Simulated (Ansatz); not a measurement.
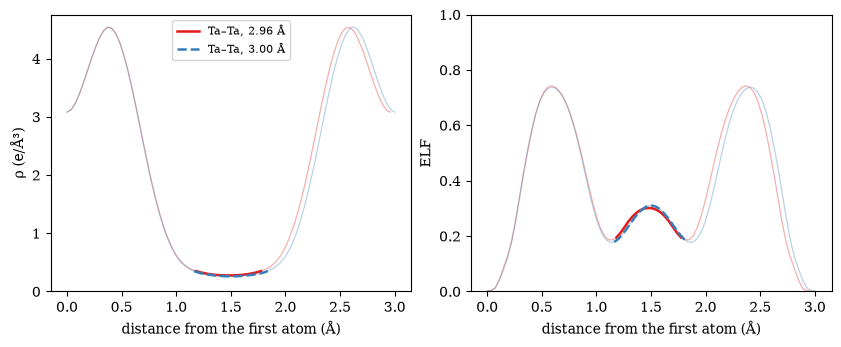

Figure. Ta. Valence electron density and ELF along straight lines between neighbouring atoms. Thin, pale parts lie inside the atomic spheres.

Space group P-1.

Computed with Kohn-Sham DFT of a periodic cell, PBE, Ansatz PAW in Ansatz 0.2.0.

In a PAW calculation such maps are meaningful between the atoms, not at the nuclei.

Q: What can be read from the curves?

A: Ta–Ta (2.96 Å): ρ at the midpoint is about 0.28 e/Å³; the ELF is about 0.30 at the midpoint.
Ta–Ta (3.00 Å): ρ at the midpoint is about 0.26 e/Å³; the ELF is about 0.30 at the midpoint.
